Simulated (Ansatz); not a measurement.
System: Al₂Ru, space group I4/mmm (No. 139).

Starting cell:
```yaml
crystal:
  lattice:
    - [-1.56068, 1.56068, 4.21155]
    - [1.56068, -1.56068, 4.21155]
    - [1.56068, 1.56068, -4.21155]
  atoms:
    - { symbol: Al, position: [0.65908, 0.65908, 0.00000] }
    - { symbol: Al, position: [0.34092, 0.34092, 0.00000] }
    - { symbol: Ru, position: [0.00000, 0.00000, 0.00000] }
```

How it was computed, with Ansatz 0.2.0: biaxial strain in the xy plane and strain along z of a crystal, fractional coordinates fixed, by plane-wave density functional theory with PAW datasets, free energies less that of the undisturbed cell. Level: PBEsol, no spin polarisation.

| setting | value |
| --- | --- |
| wave cutoff | 420 eV |
| k mesh | 22×22×22 |
| occupations | Gaussian |
| smearing width | 0.15 eV |
| k shift | (0, 0, 0) (mesh steps) |
| start | relaxed |

What does the calculation give for the map of the energy change over strain zz and strain xx = yy? The grid: strain zz −0.03, −0.015, 0, 0.015, 0.03 ; strain xx = yy −0.03, −0.015, 0, 0.015, 0.03.

At the origin the energy is lower than all eight neighbouring grid points, so a minimum lies at or close to the given structure. The energy change is least, 0.00 meV/atom, at strain zz of 0 and strain xx = yy of 0, and largest, 69.99 meV/atom, at strain zz of −0.03 and strain xx = yy of −0.03. Near the origin the softest direction lies along strain zz, turned by about 21° so that strain xx = yy takes the opposite sign; the curvature across the valley is 3.6 times that along it.

Energy change (meV/atom); rows strain xx = yy, columns strain zz:
```csv
,-0.03,-0.015,0,0.015,0.03
-0.03,69.99,48.99,35.84,29.70,29.78
-0.015,32.28,16.63,8.63,7.43,12.26
0,14.15,3.37,0.00,3.23,12.30
0.015,13.32,6.98,7.81,15.02,27.90
0.03,27.65,25.40,30.08,40.91,57.21
```

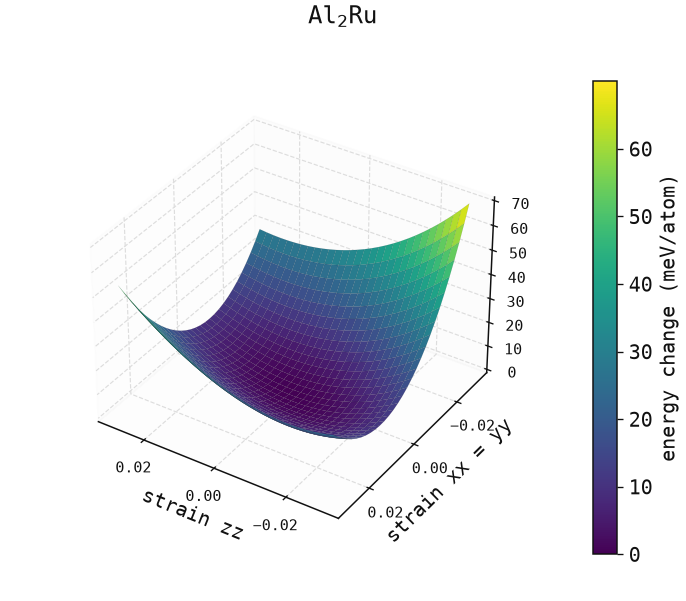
